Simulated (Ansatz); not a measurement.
```
CELL_PARAMETERS angstrom
-4.41727 -4.41727 4.41727
4.41727 -4.41727 -4.41727
4.41727 4.41727 4.41727
ATOMIC_POSITIONS crystal
Ta 0.25362 0.76859 0.50339
Ta 0.98347 0.73084 0.72964
Ta 0.52063 0.50427 0.50048
Ta 0.25081 0.50448 0.77045
Ta 0.01697 0.49683 0.99684
Ta 0.75026 0.76584 0.99993
Ta 0.47986 0.73075 0.23335
Ta 0.01544 0.00061 0.49999
Ta 0.74976 0.27044 0.50325
Ta 0.48582 0.23273 0.73559
Ta 0.25359 0.27056 0.99963
Ta 0.98519 0.23544 0.23505
Ta 0.74701 0.49716 0.26676
Ta 0.74674 0.00065 0.76457
Ta 0.51474 0.00037 0.99643
Ta 0.25024 0.00078 0.26525
N 0.24723 0.00063 0.76411
N 0.01609 0.00078 0.98372
N 0.48606 0.73335 0.73567
N 0.24839 0.77010 0.00249
N 0.98441 0.71848 0.23407
N 0.73388 0.00056 0.26580
N 0.51426 0.00064 0.49695
N 0.98340 0.23120 0.72896
N 0.75204 0.50478 0.77122
N 0.52145 0.50492 0.00174
N 0.24783 0.49641 0.26705
N 0.01713 0.49652 0.49760
N 0.75268 0.77024 0.49835
N 0.75337 0.26778 0.00331
N 0.47929 0.23114 0.23303
N 0.26676 0.28288 0.51658
H 0.00033 0.00066 0.25008
```

Computed without spin polarisation.

Theory: DFT PBE, scalar-relativistic, plane waves, PAW (Ansatz).

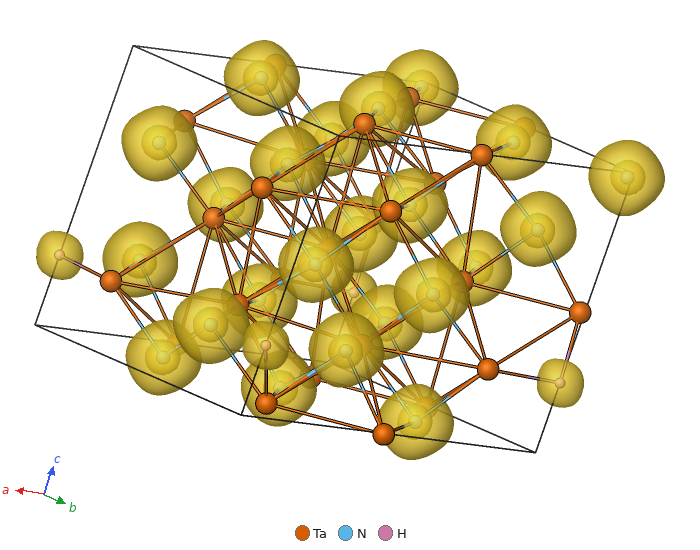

Ta₁₆HN₁₆ (cell with a defect). Isosurface of the electron localisation function at 0.65 (yellow), seen at an oblique angle. Only the valence region is drawn (cores and ρ < 0.01 e/Å³ removed). Sticks mark near contacts.

In a PAW calculation such maps are meaningful between the atoms, not at the nuclei.

Question: Identify the bonds, lone pairs and shells in this picture.

Answer: At this value the surface marks out one region around a hydrogen nucleus and 16 regions wrapped around N (the valence shell of each), counted in one cell of 33 atoms. Any copies at cell faces, edges or corners count once. Profiles from the grid: Ta–H (1.88 Å): the ELF climbs to about 1 towards the hydrogen. Ta–N (2.18 Å): the ELF peaks at about 0.80 in the valence shell of N, 0.7 Å from its nucleus, and is about 0.20 at the midpoint: no shared electron pair shows on this line.
